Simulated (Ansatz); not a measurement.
System: CoSi₂, space group Fm-3m (No. 225).

The given structure:
```xyz
3
Lattice="0.0000 2.6563 2.6563 2.6563 0.0000 2.6563 2.6563 2.6563 0.0000" Properties=species:S:1:pos:R:3 pbc="T T T"
Co    0.0000    0.0000    0.0000
Si    1.3281    1.3281    1.3281
Si    3.9844    3.9844    3.9844
```

Displacement pattern for amplitude 1 (x, y, z for each atom, in the order of the cell):
| atom | x | y | z |
| --- | --- | --- | --- |
| Co1 | 0.00 | 0.00 | 0.00 |
| Si2 | 0.58 | 0.58 | 0.58 |
| Si3 | −0.58 | −0.58 | −0.58 |

Computed with Ansatz 0.2.0: a normal mode of the cell frozen into a crystal at growing amplitude, by plane-wave density functional theory with PAW datasets, free energies less that of the undisturbed cell, pressure positive in compression; scalar-relativistic. Level: PBEsol, no spin polarisation.

wave cutoff 420 eV; k mesh 16×16×16; occupations Gaussian; smearing width 0.15 eV; k shift (0, 0, 0) (mesh steps); start relaxed.

What does the calculation give for the energy change, force along the mode and pressure against mode amplitude? The mode amplitude takes the values −0.3000, −0.2250, −0.1500, −0.0750, 0.0000, 0.0750, 0.1500, 0.2250, 0.2625, 0.3000 Å.

The energy rises on both sides of the starting structure, which is therefore a minimum along this path. The energy change is 1383.8 meV/cell at mode amplitude −0.3000 Å and 876.0 meV/cell at 0.3000 Å; the lowest computed point is at mode amplitude 0.0000 Å (0.0 meV/cell), and no other minimum shows. The force along the mode falls from 10.7 eV/Å at mode amplitude −0.3000 Å to −5.2 eV/Å at 0.3000 Å, and changes sign near 0.000 Å. The pressure goes from 17.5 GPa at mode amplitude −0.3000 Å to 11.8 GPa at 0.3000 Å, not monotonically, with a low of 0.0 GPa at 0.0000 Å.

| mode amplitude, largest move (Å) | energy change (meV/cell) | force along the mode (eV/Å) | pressure (GPa) |
| --- | --- | --- | --- |
| −0.3000 | 1383.8 | 10.7 | 17.5 |
| −0.2250 | 719.0 | 7.1 | 9.6 |
| −0.1500 | 297.6 | 4.2 | 4.2 |
| −0.0750 | 70.6 | 1.9 | 1.0 |
| 0.0000 | 0.0 | 0.0 | 0.0 |
| 0.0750 | 64.3 | −1.7 | 0.9 |
| 0.1500 | 244.8 | −3.1 | 3.4 |
| 0.2250 | 520.5 | −4.2 | 7.2 |
| 0.2625 | 689.2 | −4.7 | 9.4 |
| 0.3000 | 876.0 | −5.2 | 11.8 |

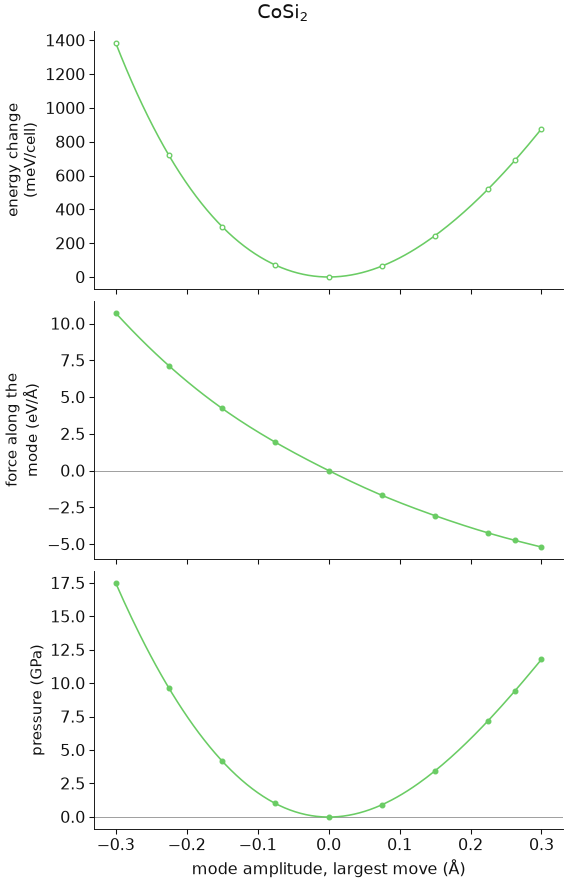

Note: no spin polarisation, a magnetic state may lie lower.
